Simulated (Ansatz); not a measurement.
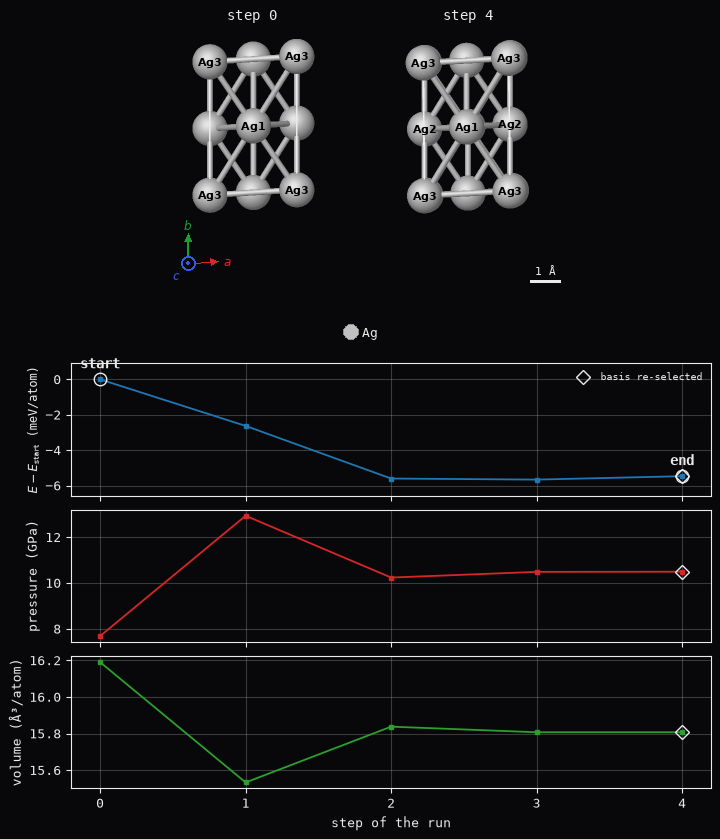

First and last geometry of a relaxation of a crystal of Ag (set up in R-3m), with the history of the run. A ball-and-stick model of the reduced cell, seen along the c axis. Lengths and directions refer to the drawn axes.

Case: film's bulk on the substrate's plane, third vector and atoms relaxed.

Level of theory: Ansatz 0.2.0, DFT PBE+D3(BJ), scalar-relativistic, plane waves, PAW. Set-up: plane-wave cutoff 420 eV; k-point mesh 9 × 9 × 14; occupations gaussian; smearing width 0.1 eV; no spin polarisation; cell relaxed at fixed a, b, gamma; force threshold 0.01 eV/Å; at most 50 steps.

What do the curves and the structures tell?

Answer. It converged. The energy falls by 5.5 meV per atom in 3 accepted moves (4 points after the start). All forces vanish by symmetry, so only the cell relaxes. The pressure goes from 7.69 to 10.49 GPa. The SCF was repeated once at an unchanged geometry on a basis and grid sized afresh for the cell, which shifted the energy by 0.2 meV per atom at most. The atoms keep their places relative to the cell (all moves are under 0.005 Å). Cell: a 2.962 → 2.913 Å (−1.7 %), b = c 4.867 → 4.835 Å (−0.6 %), α 68.3° → 68.8°, β 84.8° → 85.8°, γ 84.8° → 85.8°. Volume −2.4 %. Some distances before and after: Ag–Ag 2.962 → 2.911 Å. The space group stays R-3m (No. 166).

```csv
step,"E − E(0), meV/atom","pressure, GPa","volume, Å³/atom",note
0,0.00,7.69,16.190,
1,-2.63,12.94,15.533,
2,-5.60,10.24,15.838,
3,-5.66,10.49,15.807,
4,-5.47,10.49,15.807,"same geometry, new basis"
```
